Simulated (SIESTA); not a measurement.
# SnO2: 7 runs along one coordinate

System: SnO2 (R-3m, 3 atoms in the cell).
Method: Kohn-Sham DFT of a periodic cell, LDA, PseudoDojo 0.4 standard, converted to PSML, no spin polarisation (SIESTA 5.4.2).

The 7 runs differ only in the geometry, by an even scaling of the cell at fixed fractional positions. The structure derives from a Materials Project entry.

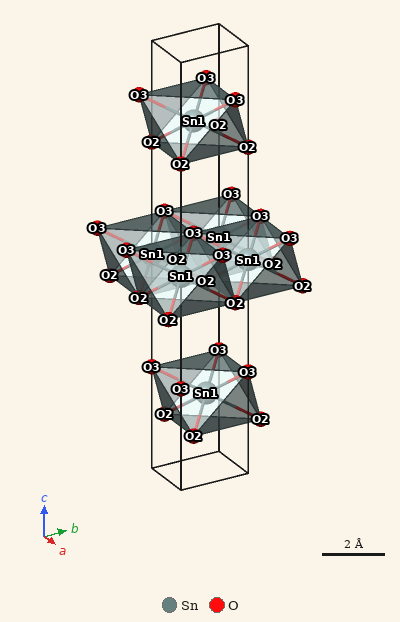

Figure 1. The structure of run 4 (polyhedral view of the cell 3 times as large as that of the calculation, set on its symmetry axes, seen slightly off an axis; polyhedra are completed across the faces of the cell; atoms are numbered from 1 in the order of the input). An atom can appear more than once, as a periodic image.

**Input of run 4**
```
SystemName                      SnO2
SystemLabel                     SnO2
NumberOfSpecies                 2
NumberOfAtoms                   3
%block ChemicalSpeciesLabel
  1  50 Sn
  2   8 O
%endblock ChemicalSpeciesLabel

LatticeConstant                 1.0 Ang
%block LatticeVectors
     1.6170930752     0.9336291223     4.8005925840
    -1.6170930752     0.9336291223     4.8005925840
     0.0000000000    -1.8672582446     4.8005925840
%endblock LatticeVectors
AtomicCoordinatesFormat         Fractional
%block AtomicCoordinatesAndAtomicSpecies
     0.5000000000     0.5000000000     0.5000000000  1  Sn
     0.7628300000     0.7628300000     0.7628300000  2  O
     0.2371700000     0.2371700000     0.2371700000  2  O
%endblock AtomicCoordinatesAndAtomicSpecies

%block kgrid.MonkhorstPack
   10   0   0  0.0
    0  10   0  0.0
    0   0  10  0.0
%endblock kgrid.MonkhorstPack
XC.Functional                   LDA
XC.Authors                      PW92
PAO.BasisSize                   DZP
PAO.EnergyShift                 0.003 Ry
Mesh.Cutoff                     800 Ry
OccupationFunction              FD
ElectronicTemperature           0.05 eV
MaxSCFIterations                120
SCF.MustConverge                false
SCF.Mixer.Method                Pulay
SCF.Mixer.Weight                0.25
SCF.Mixer.History               8
SCF.DM.Tolerance                5.0e-05
SCF.H.Tolerance                 1.0e-03 eV
WriteForces                     true
Charge.Mulliken                 end
BandLinesScale                  ReciprocalLatticeVectors
%block BandLines
    1    0.000000   0.000000   0.000000  \Gamma
   12    0.500000   0.000000   0.000000  L
    8    0.500000   0.191882  -0.191882  B1
    1    0.808118   0.500000   0.191882  B
   13    0.500000   0.500000   0.500000  Z
    7    0.000000   0.000000   0.000000  \Gamma
   15    0.345941   0.000000  -0.345941  X
    1    0.654059   0.345941   0.000000  Q
    6    0.500000   0.500000   0.000000  F
    3    0.654059   0.654059   0.191882  P1
   11    0.500000   0.500000   0.500000  Z
    1    0.500000   0.000000   0.000000  L
    5    0.808118   0.345941   0.345941  P
%endblock BandLines
%block PAO.Basis
  Sn 4
  n=5 0 2
    6.393 0.000
  n=5 1 2
    8.565 0.000
  n=4 2 2
    3.767 0.000
  n=5 2 1
    8.565
%endblock PAO.Basis
```

Command:
```bash
siesta SnO2.fdf > SnO2.out 2>&1
```

Lattice vectors (Å) and fractional positions of run 4:
```
   1.617093    0.933629    4.800593
  -1.617093    0.933629    4.800593
   0.000000   -1.867258    4.800593
Sn  0.500000  0.500000  0.500000
O   0.762830  0.762830  0.762830
O   0.237170  0.237170  0.237170
```

Run 3 has the same physical settings and fractional positions; its lattice vectors (Å) are:
```
   1.606240    0.927363    4.768373
  -1.606240    0.927363    4.768373
   0.000000   -1.854726    4.768373
```

**Results, with one run withheld**

```tsv
run	volume per atom (Å³)	free energy per atom, from the lowest run given (meV)	pressure (GPa)	gap on the mesh (eV)
1	13.626	6.90	5.75	2.14
2	13.916	0.00	1.96	1.98
3	14.206	?	?	?
4	14.496	4.91	−4.42	1.70
5	14.785	15.38	−7.07	1.58
6	15.075	30.35	−9.42	1.47
7	15.365	49.31	−11.50	1.36
```

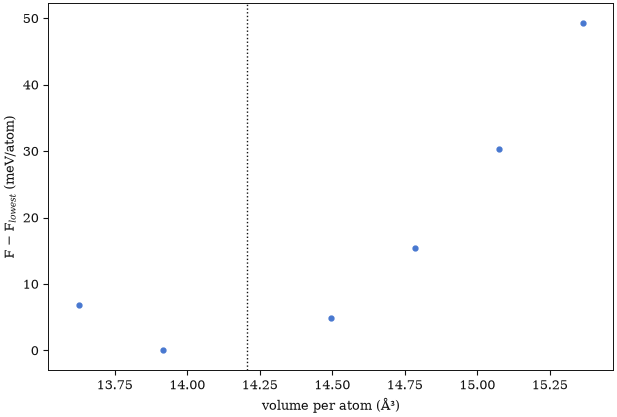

Figure 2. Free energy per atom of the runs given; the dotted line marks run 3.

Fit the runs given and predict run 3.

A cubic polynomial in V^(−2/3) (the Birch–Murnaghan form), fitted to the 6 runs given, misses them by at most 0.03 meV per atom. With x = V^(−2/3) − 0.16800 Å⁻², it reads F = 5.6875 − 3792.1 x + 5.3248e+05 x² + 1.4726e+06 x³ (meV per atom). At run 3 it gives −0.42 meV per atom, and the run itself gives −0.43. The slope of the fit gives a pressure −dF/dV of −1.43 GPa there, and the run prints −1.42 GPa. The fit has its minimum at 14.079 Å³ per atom, where V d²F/dV² gives 163 GPa. Cell shape and fractional positions are held, so this is the stiffness under even scaling; the relaxed bulk modulus wasn't computed and can be far lower in a crystal of layers, chains or molecules like this one. The gap on the mesh goes, without turning, from 2.14 eV in run 1 to 1.36 eV in run 7; run 3 has 1.84 eV. These are gaps of this functional on this mesh, which can miss the band edges; they aren't the measured gap.

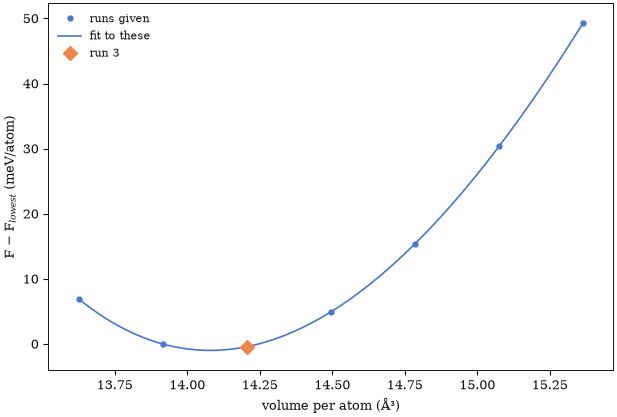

Figure 3. The fit and the withheld run.

**Some lines of the output (run 3)**
```
[...]
outcell: Cell volume (Ang**3)        :     42.6169
stepf: Fermi-Dirac step function
siesta: Etot    =     -3031.237334
siesta: FreeEng =     -3031.237334
        iscf     Eharris(eV)        E_KS(eV)     FreeEng(eV)     dDmax    Ef(eV) dHmax(eV)
siesta: E_KS(eV) =            -3035.7486
siesta: E_KS - E_eggbox =     -3035.7486
siesta: Etot    =     -3035.748638
siesta: FreeEng =     -3035.748638
siesta:         Fermi =      -6.870276
siesta: Cell volume =         42.616873 Ang**3
    Orbital volume contribution        =           2.005090 eV
```

Notes: Points of doubt noted for this run: mulliken charges of long orbitals. With a small basis of atomic orbitals these values can differ much from converged plane-wave results.
